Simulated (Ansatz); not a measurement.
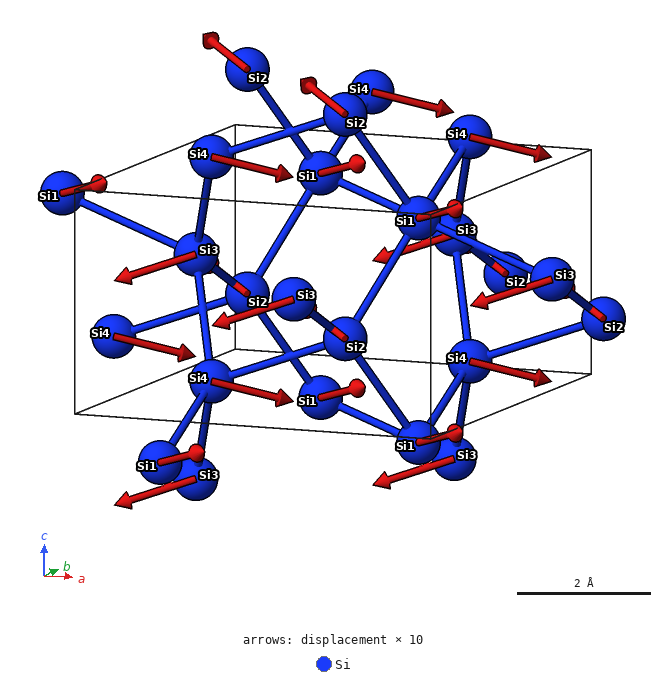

This is a relaxation of solid Si (a generated structure, set up in C222_1) (coarse preliminary run). The starting structure is drawn; red arrows show the displacements (the part carried along by the change of the cell is left out), 10 times their true length.

Style: ball-and-stick. Shown: the conventional cell (2 times the calculation's cell), slightly off an axis. Lengths and directions refer to the drawn axes.

The calculation used DFT PBE, scalar-relativistic, plane waves, PAW in Ansatz. Set-up: plane-wave cutoff 420 eV; k-point mesh 4 × 4 × 6; occupations gaussian; smearing width 0.1 eV; no spin polarisation; cell and atoms relaxed; force threshold 0.04 eV/Å; at most 70 steps.

> What did the optimiser do to the structure, and how much energy did it gain?

Over 4 accepted moves (5 points after the start) the energy falls by 350 meV per atom. The largest force component goes from 0.65 to 0.01 eV/Å. The pressure goes from 30.94 to 0.17 GPa. At 1 point the geometry stayed and the basis and grid were re-selected for the new cell (energy shift of 3.0 meV per atom at most each time). The largest moves relative to the cell, 0.13 Å, are those of Si1, Si2, Si3 and Si4. Si4 goes along [3 2 −2]. Cell: a 5.803 → 6.485 Å (+11.7 %), b 6.283 → 6.482 Å (+3.2 %), c 3.424 → 3.736 Å (+9.1 %). Volume +25.7 %. Near-neighbour distances that change, for instance: Si1–Si4 2.214 → 2.411 Å, Si1–Si2 2.175 → 2.358 Å, Si1–Si3 2.316 → 2.413 Å. Among the angles between lasting bonds that change: Si1–Si2–Si4 125.6° → 134.8°, Si1–Si2–Si3 143.1° → 134.8°, Si1–Si2–Si3 98.3° → 95.2°. The space group (tolerance 0.01 Å) goes from C222_1 (No. 20) to P4_322 (No. 95).
